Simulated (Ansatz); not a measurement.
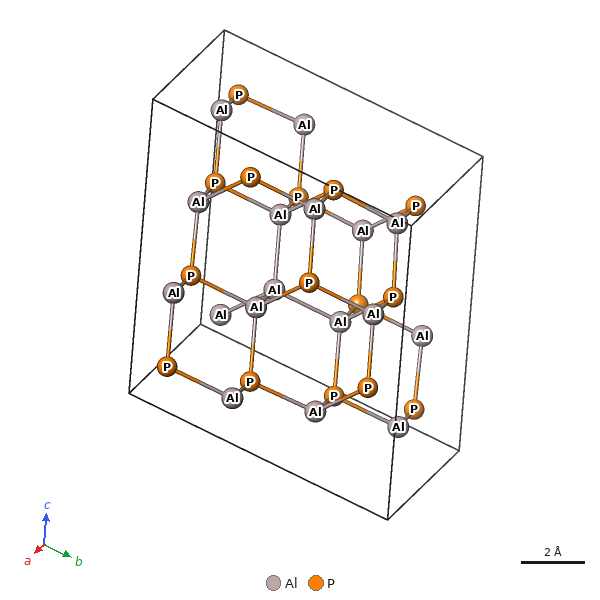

The figure gives a ball-and-stick picture of the atoms, viewed slightly off an axis. The supercell is outlined; an atom on or near a face, edge or corner is repeated at each equivalent position. The host is AlP, in a cell of 32 sites, and the cell carries a charge of -2.

Q: Spot the defect.

A: Aluminium on a phosphorus site (an antisite). It is bonded to four Al in a tetrahedral arrangement at about 2.4 Å.

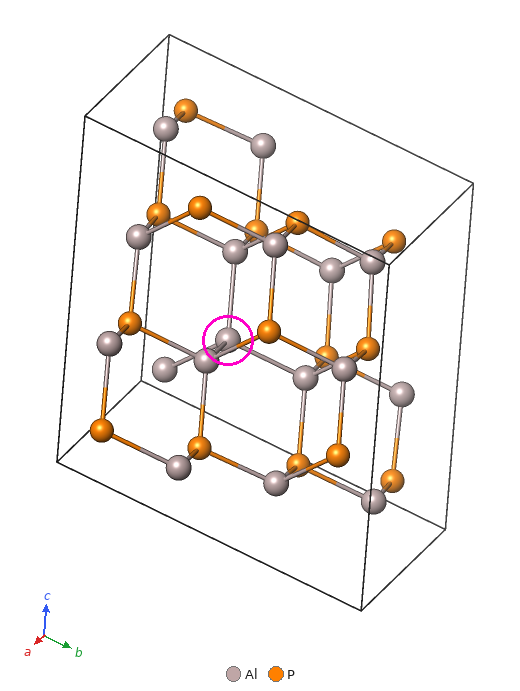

The same cell with a ring at the defect's site.

The atoms were relaxed in the host's cell with Ansatz, DFT PBE, scalar-relativistic, plane waves, PAW.
